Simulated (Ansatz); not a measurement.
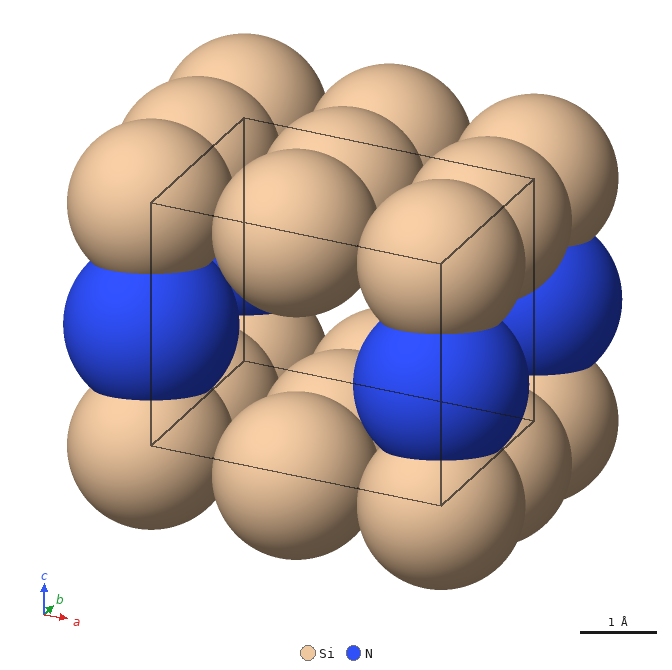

Crystal structure, space-filling style, seen slightly off an axis. The frame is the conventional unit cell; atoms at its boundary are shown with their periodic copies. Cell: a = 5.26 Å, b = 5.26 Å, c = 3.27 Å, α = 90.00°, β = 90.00°, γ = 120.00°.

The structure was taken from a random cell made by a generator, so it need not be a real form of the compound. Earlier steps of the study may have refined or changed the cell and positions. It was run through Ansatz as a DFT input.

Question: What structure is drawn here?

Answer: The stoichiometry is Si$_{4}$N. Symmetry: P6/mmm (No. 191), primitive hexagonal lattice. One cell contains 4 Si, 1 N, 5 atoms in all. The N atoms are each bonded to two Si in a linear arrangement at about 1.6 Å. Si takes two kinds of site: 3f with no bonds drawn; 1a with two N in a linear arrangement at about 1.6 Å.

Method used: DFT PBE, scalar-relativistic, plane waves, PAW (Ansatz). It ran with plane waves up to 420 eV, a 12×12×12 mesh of k-points, Gaussian smearing of 0.1 eV, no spin polarisation.

Question: What is the electronic character?

Answer: A metal: bands cross the Fermi level.

Question: How charged are the atoms, by the Bader scheme?

Answer: Si -0.03 to +2.06 e; N -1.98 e.

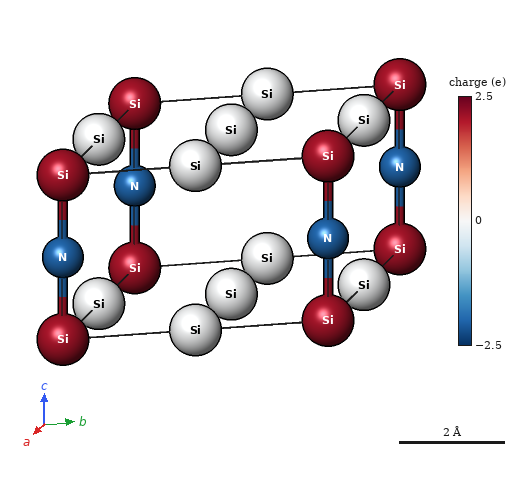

The atoms coloured by those charges. The run's cell of 5 atoms is drawn.

Question: Can this geometry be taken as optimised?

Answer: Yes. All forces vanish to within 0.01 eV/Å. The pressure is 0.0 GPa, close to zero.
